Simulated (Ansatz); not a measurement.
Geometry relaxation of WS$_{2}$ (part 2 of 2)

The same run, continued: WS$_{2}$ (3 atoms in the cell); DFT, r2SCAN, plane waves, PAW, no spin polarisation (Ansatz 0.2.0); cutoff 500 eV, 8×8×8 k-mesh, Fermi–Dirac smearing of 0.02 eV. The structure was built on a prototype by a generator. The geometry comes from this level: PBE.

Geometry of the input (Å; fractional positions):
```
0.0000  2.9361  2.9361
2.9361  0.0000  2.9361
2.9361  2.9361  0.0000
W  0.0000  0.0000  0.0000
S  0.2500  0.2500  0.2500
S  0.7500  0.7500  0.7500
```

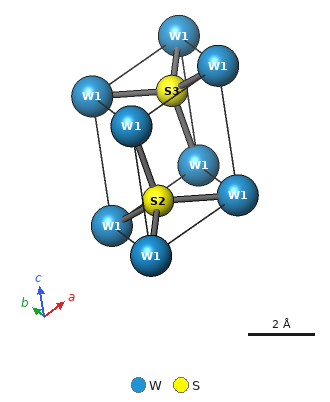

**Figure 1.** The geometry at step 3 of the log (ball-and-stick view of the cell of the calculation, seen slightly off an axis; atoms are numbered from 1 in the order of the input).

```
basis re-selected at this cell: Δ(F+E_penalty+E_count) = +7.736e-5 eV, ΔP = -0.001 GPa vs the last step (what re-selecting the basis moved, of the pressure what is left beyond the Pulay correction that the steps carried, after the strain that the cell walked since its last selection, with what the two solves' SCF thresholds leave and, on support functions, any second-order correction that the steps lacked; it is no measure of the basis error at this ecutwfc). This SCF's stress stands 8.75e-4 GPa from its target on what of the cell is left free (relax.cell.stress_tol is 5.00e-2 GPa) and its largest allowed force component is 1.26e-16 eV/Å (relax.f_tol is 5.00e-3 eV/Å): within both
SCF converged after 5 iterations
Free energy (F): -12208.881983 eV
Harris-Foulkes:  -12208.881983 eV  (|F-HF|=9.09e-12)
Internal energy: -12208.874616 eV  (E = F + TS)
E sigma→0 (E₀):  -12208.878299 eV
Entropy (-TS):   -0.007367 eV (-2.456 meV/atom)
Fermi energy:    12.659234 eV
--- Per-component energies (eV) ---
  E_band       = -171.258752
  E_kinetic    = 666.401904
  E_local      = -1178.618149  (includes V_loc(G=0)·N_el)
  E_nonlocal   = 59.140595
  E_hartree    = 426.001208
  E_xc         = -432.265603
  E_vxc        = -448.460623  (∫ρ·V_xc dr)
  E_paw        = -9812.354905  (= ΣΔE_a)
  E_vpaw       = -143.790901  (= ΣTr[D̂ρ^β])
  E_aug_tail   = -0.000047  (compensation charges beyond the density's cutoff)
  E_vtau       = 22.066104  (kinetic-family band-sum trace: ∫τ·v_τ [+ j·A + Jᵃ·Aᵃ] dr)
  E_ewald      = -1936.372137
  E_core_change = -0.807482  (= ΣΔE_core)
  E_smearing   = -0.007367  (= −TS)
  E_closure    = -0.000000  (closes the sum)
  Σ components = -12208.881983   (vs F -12208.881983, Δ=0.00e0)
--- Forces (eV/Å), atoms counted from 1 ---
  atom   1  W     -0.00000000     0.00000000     0.00000000
  atom   2  S      0.00000000    -0.00000000    -0.00000000
  atom   3  S     -0.00000000     0.00000000     0.00000000
  max |Σ_I F_I| component: 7.40e-17 eV/Å
--- Stress (GPa, compression-positive) ---
       -0.000875       0.000000       0.000000
        0.000000      -0.000875       0.000000
        0.000000       0.000000      -0.000875
  P = ⅓ Tr σ = -0.0009 GPa (-0.009 kbar)
--- Band table (eV; the first three rows and the last of 29) ---
  k-point 0: bands = ["-63.5776", "-27.1664", "-27.1664", "-27.1664", "-3.9240", "1.1714", "5.9678", "5.9678", "5.9678", "11.6535", "11.6535", "11.8256", "11.8256", "11.8256", "17.6231", "17.6231", "17.6231"]
  k-point 1: bands = ["-63.5776", "-27.1711", "-27.1671", "-27.1671", "-3.7473", "0.7857", "6.0913", "6.0913", "6.5460", "10.6942", "10.6942", "11.1900", "12.6892", "12.6892", "15.8740", "16.9547", "16.9547"]
  k-point 2: bands = ["-63.5774", "-27.1825", "-27.1688", "-27.1688", "-3.2544", "0.0051", "6.4161", "6.4161", "7.7520", "9.8238", "9.8688", "9.8688", "12.9512", "12.9512", "14.7350", "16.8285", "16.8285"]
  k-point 28: bands = ["-63.5770", "-27.1885", "-27.1885", "-27.1777", "-1.3669", "-1.3669", "5.0365", "5.6898", "8.4211", "8.4211", "9.8999", "12.5422", "13.0273", "13.1960", "15.1983", "15.1983", "17.1340"]
--- Relaxed structure (3 steps of the walk, 3 accepted, 1 SCFs on fresh bases) ---
  F+E_penalty+E_count = -12208.88198287 eV   max|allowed force component| = 1.264e-16 eV/Å   (the final SCF, on the basis selected at the relaxed cell)
  cell:  # Å, volume = 50.3673 Å³
    - [3.948913325494082e-34, 2.931159560873719, 2.931159560873719]
    - [2.931159560873719, -1.146458707401508e-34, 2.931159560873719]
    - [2.931159560873719, 2.931159560873719, -2.292917414803015e-34]
  atoms:
    - { symbol: W, position: [1.7241491261713651e-34, -2.2070019858124873e-34, -7.584434068891209e-35] }
    - { symbol: S, position: [0.25, 0.25, 0.25] }
    - { symbol: S, position: [0.7499999999999999, 0.7499999999999999, 0.7499999999999999] }
```

File rho_z.tsv
```
# z_ang	rho[e/angstrom^3]
# format = ansatz-planar-average/11
# lattice	0.000000000	2.931159561	2.931159561
# lattice	2.931159561	-0.000000000	2.931159561
# lattice	2.931159561	2.931159561	-0.000000000
# sites	3
# site	74	-0.000000000	0.000000000	-0.000000000
# site	16	1.465579780	1.465579780	1.465579780
# site	16	4.396739341	4.396739341	4.396739341
0.000000	9.039441e-1
0.129540	9.013142e-1
0.259080	8.865924e-1
0.388621	8.460857e-1
0.518161	7.728772e-1
0.647701	6.746519e-1
0.777241	5.698936e-1
0.906781	4.774060e-1
1.036321	4.081326e-1
1.165862	3.630852e-1
1.295402	3.359018e-1
1.424942	3.179295e-1
1.554482	3.027226e-1
1.684022	2.874791e-1
1.813562	2.727855e-1
1.943103	2.617146e-1
2.072643	2.575771e-1
2.202183	2.617146e-1
2.331723	2.727855e-1
2.461263	2.874791e-1
2.590804	3.027226e-1
2.720344	3.179295e-1
2.849884	3.359018e-1
2.979424	3.630852e-1
3.108964	4.081326e-1
3.238504	4.774060e-1
3.368045	5.698936e-1
3.497585	6.746519e-1
3.627125	7.728772e-1
3.756665	8.460857e-1
3.886205	8.865924e-1
4.015745	9.013142e-1
```

File v_z.tsv
```
# z_ang	v_es[eV]	v_tot[eV]
# format = ansatz-planar-average/11
# xc	r2scan
# density_cutoff_ev	2000
# datasets	W=:simpson_from_first_knot:soft:shift=0	S=:simpson_from_first_knot:soft:shift=0
# lattice	0.000000000	2.931159561	2.931159561
# lattice	2.931159561	-0.000000000	2.931159561
# lattice	2.931159561	2.931159561	-0.000000000
# sites	3
# site	74	-0.000000000	0.000000000	-0.000000000
# site	16	1.465579780	1.465579780	1.465579780
# site	16	4.396739341	4.396739341	4.396739341
0.000000	6.468419e-1	-1.426398e1
0.129540	5.878937e-1	-1.428937e1
0.259080	5.081756e-1	-1.424553e1
0.388621	6.023073e-1	-1.392510e1
0.518161	1.033387e0	-1.309020e1
0.647701	1.853939e0	-1.174899e1
0.777241	2.979579e0	-1.017494e1
0.906781	4.252133e0	-8.398734e0
1.036321	5.511021e0	-6.579743e0
1.165862	6.644023e0	-4.987151e0
1.295402	7.635715e0	-3.506816e0
1.424942	8.590683e0	-2.107350e0
1.554482	9.621783e0	-7.873898e-1
1.684022	1.073785e1	5.883699e-1
1.813562	1.181399e1	1.849726e0
1.943103	1.262420e1	2.777866e0
2.072643	1.293198e1	3.152906e0
2.202183	1.262420e1	2.777866e0
2.331723	1.181399e1	1.849726e0
2.461263	1.073785e1	5.883699e-1
2.590804	9.621783e0	-7.873898e-1
2.720344	8.590683e0	-2.107350e0
2.849884	7.635715e0	-3.506816e0
2.979424	6.644023e0	-4.987151e0
3.108964	5.511021e0	-6.579743e0
3.238504	4.252133e0	-8.398734e0
3.368045	2.979579e0	-1.017494e1
3.497585	1.853939e0	-1.174899e1
3.627125	1.033387e0	-1.309020e1
3.756665	6.023073e-1	-1.392510e1
3.886205	5.081756e-1	-1.424553e1
4.015745	5.878937e-1	-1.428937e1
```

Trajectory as extended XYZ (Å, eV, eV/Å), 4 frames, from step=1 to step=4
```
3
Lattice="0.0000 2.9361 2.9361 2.9361 0.0000 2.9361 2.9361 2.9361 0.0000" Properties=species:S:1:pos:R:3:forces:R:3 step=1 energy=-12208.88137 pressure_GPa=-0.78
W     0.0000    0.0000    0.0000    0.0000   0.0000   0.0000
S     1.4680    1.4680    1.4680    0.0000   0.0000   0.0000
S     4.4041    4.4041    4.4041    0.0000   0.0000   0.0000
3
Lattice="0.0000 2.9293 2.9293 2.9293 0.0000 2.9293 2.9293 2.9293 0.0000" Properties=species:S:1:pos:R:3:forces:R:3 step=2 energy=-12208.88200 pressure_GPa=0.29
W     0.0000    0.0000    0.0000    0.0000   0.0000   0.0000
S     1.4647    1.4647    1.4647    0.0000   0.0000   0.0000
S     4.3940    4.3940    4.3940    0.0000   0.0000   0.0000
3
Lattice="0.0000 2.9312 2.9312 2.9312 0.0000 2.9312 2.9312 2.9312 0.0000" Properties=species:S:1:pos:R:3:forces:R:3 step=3 energy=-12208.88206 pressure_GPa=0.00
W     0.0000    0.0000    0.0000    0.0000   0.0000   0.0000
S     1.4656    1.4656    1.4656    0.0000   0.0000   0.0000
S     4.3967    4.3967    4.3967    0.0000   0.0000   0.0000
3
Lattice="0.0000 2.9312 2.9312 2.9312 0.0000 2.9312 2.9312 2.9312 0.0000" Properties=species:S:1:pos:R:3:forces:R:3 step=4 energy=-12208.88198 pressure_GPa=-0.00
W     0.0000    0.0000    0.0000    0.0000   0.0000   0.0000
S     1.4656    1.4656    1.4656    0.0000   0.0000   0.0000
S     4.3967    4.3967    4.3967    0.0000   0.0000   0.0000
```

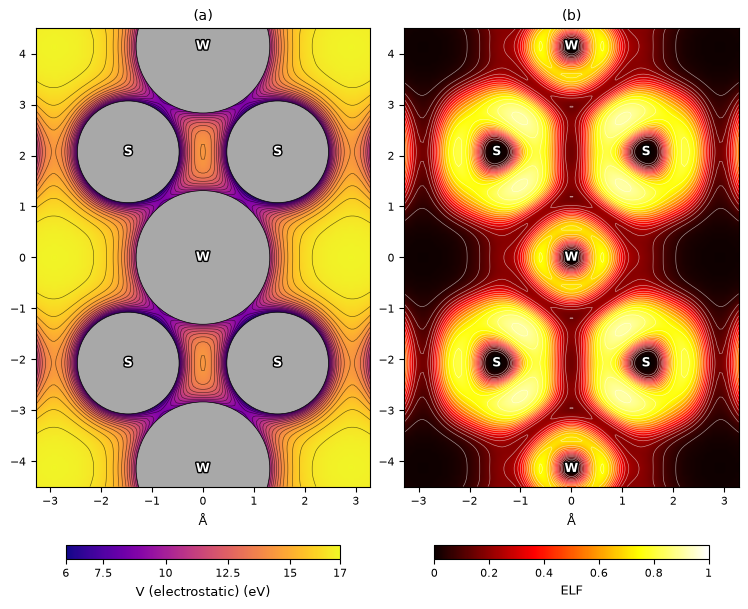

**Figure 2.** (a) electrostatic potential (local pseudopotential plus Hartree) felt by an electron; (b) electron localisation function on the (101) plane of the conventional cell. Grey discs, where drawn, cover atomic cores. Atoms in the plane: W and S. W–S (2.54 Å): the ELF is about 0.50 at the midpoint. The strong features right at W lie inside the PAW spheres (semicore, d or f shells) and say nothing about bonding. Outside the cores the potential energy rises away from the atoms and is highest about 2.5 Å from the nearest atoms; outside the discs it spans about 10 eV, and its zero is arbitrary. In a PAW calculation such maps are meaningful between the atoms, not at the nuclei.

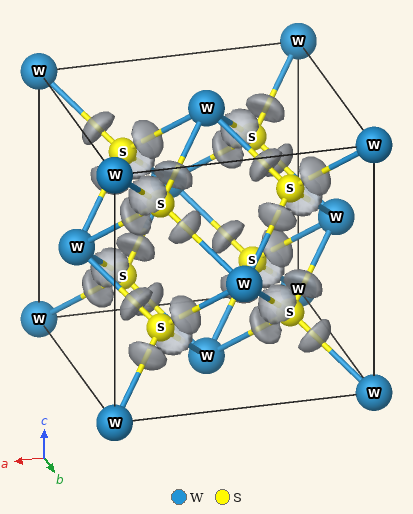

**Figure 3.** Isosurface of the electron localisation function at 0.85 (grey), seen at an oblique angle. Core shells and regions of very low density are left out. Sticks mark near contacts. The outline is the cell set on symmetry axes. The ELF exceeds this value in 32 lobes of the valence shell of S pointing towards W, counted in one cell of 12 atoms. Along the contacts the grid gives the following. W–S (2.54 Å): the ELF is about 0.50 at the midpoint.
